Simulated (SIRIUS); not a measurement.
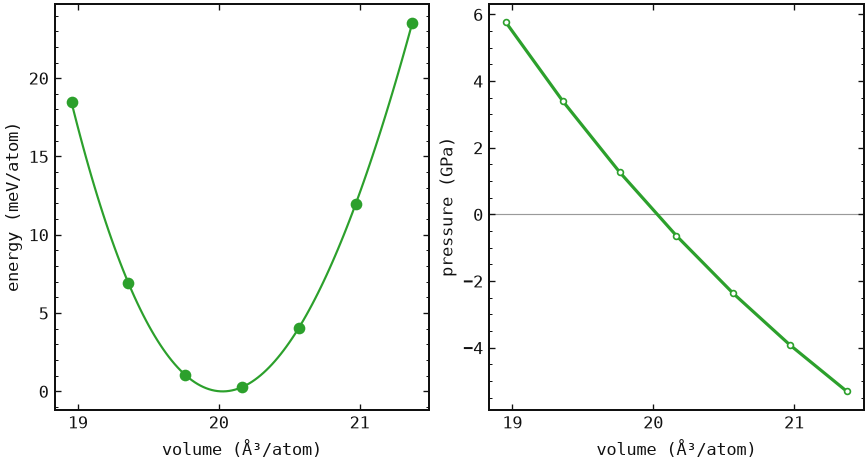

Plotted: energy and pressure against volume for Si, space group Fd-3m (No. 227).

Cell as given: a = 3.849 Å, b = 3.849 Å, c = 3.849 Å, α = 60.00°, β = 60.00°, γ = 60.00°; 2 atoms.

Computed with SIRIUS 7.10.0: plane-wave DFT, no spin polarisation; energies at scaled volumes of the given cell, shape and fractions fixed, counted from the fit's minimum, third-order Birch-Murnaghan fit. Level: PBEsol.

k mesh 8×8×8; occupations Fermi–Dirac; smearing width 0.05 eV; potentials dojo sr pbesol 0.4.1 standard; wave cutoff 489.8 eV; density cutoff 1959 eV.

> Give the fitted equation-of-state parameters.

A third-order Birch–Murnaghan fit gives V0 = 20.03 Å³/atom, B0 = 93.4 GPa and B′ = 4.2.

> What does the pressure do across the range?

It falls from 5.76 GPa at volume 18.95 Å³/atom to −5.31 GPa at 21.37 Å³/atom, and changes sign near 20.03 Å³/atom.
